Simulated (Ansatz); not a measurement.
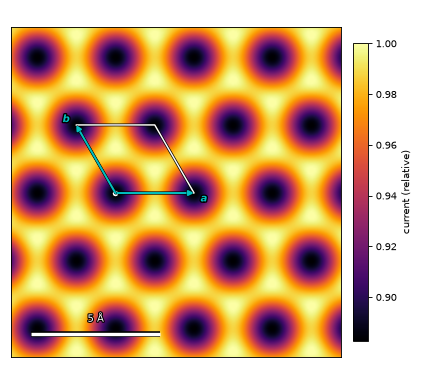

Constant-height image 4.0 Å above the topmost atom of TiB2(001) (P6/mmm bulk, 8 atomic planes (those closer than 0.6 Å count as one), 11 Å, Ti-terminated), sample bias −0.25 V. The white outline is the surface cell of the coordinates below, with its origin (dot) on a lattice point and its vectors a and b marked.

Images follow the Tersoff–Hamann model: the current is the local density of the sample's states between the Fermi level and the bias, at the tip's centre. Bias windows are sharp sums over the levels of the k mesh.

Theory: DFT PBE, scalar-relativistic, plane waves, PAW (Ansatz). Cutoff 420 eV, 21 × 21 k-points, Gaussian smearing 0.1 eV, dipole correction. The slab is a cut without reconstruction beyond its cell, at the source's lattice constants, with its lower half held fixed and the rest relaxed. No spin polarisation. The run warns that the functional's potential is rough in the thin density of the vacuum, where the tip is; weak contrasts and barriers may feel it.

```xyz
12
Lattice="3.0292 0.0000 0.0000 -1.5146 2.6234 0.0000 0.0000 0.0000 31.2994" Properties=species:S:1:pos:R:3 pbc="T T T"
B     0.0000    1.7489   10.0000
B     1.5146    0.8745   10.0000
Ti    0.0000    0.0000   11.6142
B     0.0000    1.7489   13.2284
B     1.5146    0.8745   13.2284
Ti    0.0000    0.0000   14.8426
B     0.0000    1.7489   16.4586
B     1.5146    0.8745   16.4586
Ti    0.0000    0.0000   18.0753
B     0.0000    1.7489   19.6993
B     1.5146    0.8745   19.6993
Ti    0.0000    0.0000   21.2348
```

Question: Assign the bright and dark features to the surface structure.

Answer: The brightest spots lie over the sites above the B atoms 1.5 Å below the top plane; the darkest points are over the top Ti atoms. The brightest point carries 1.1 times the current of the darkest. So weak a contrast (1.13 times) depends on the k-mesh and on the tip.
